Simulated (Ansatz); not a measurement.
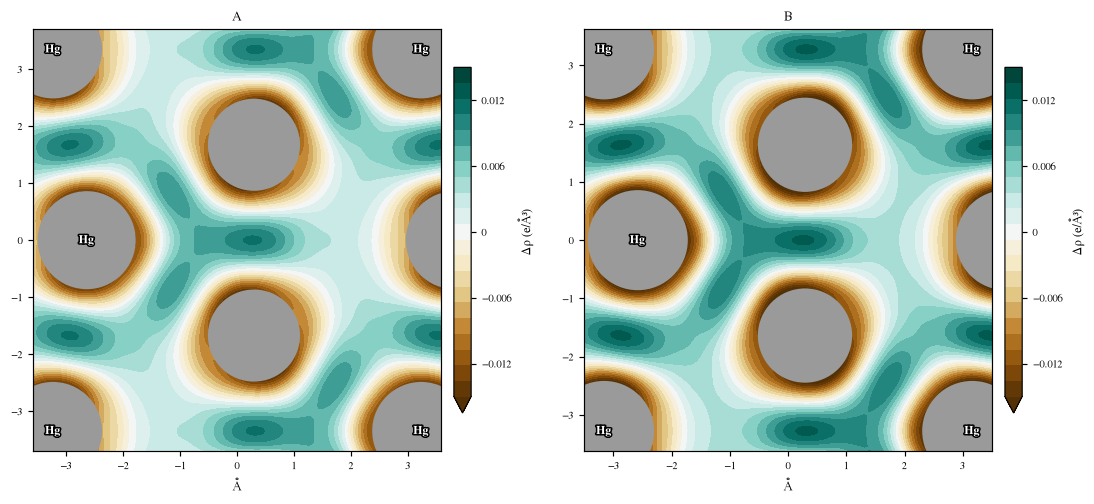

Hg: deformation density on the (010) plane of the conventional cell at two volumes, with the same fractional coordinates and one colour scale. Grey discs cover the cores. Panel B has 94 % of the volume of panel A.

Space group I-42d. The cell comes from a database of computed structures, not from a measurement.

All numbers below come from DFT PBE, scalar-relativistic, plane waves, PAW (Ansatz 0.2.0).

**What changes between the database cell and the scaled one?**

The pressure is 0.0 GPa in A and 0.2 GPa in B.
The rearranged charge is 0.07 e an atom in A and 0.08 e in B.
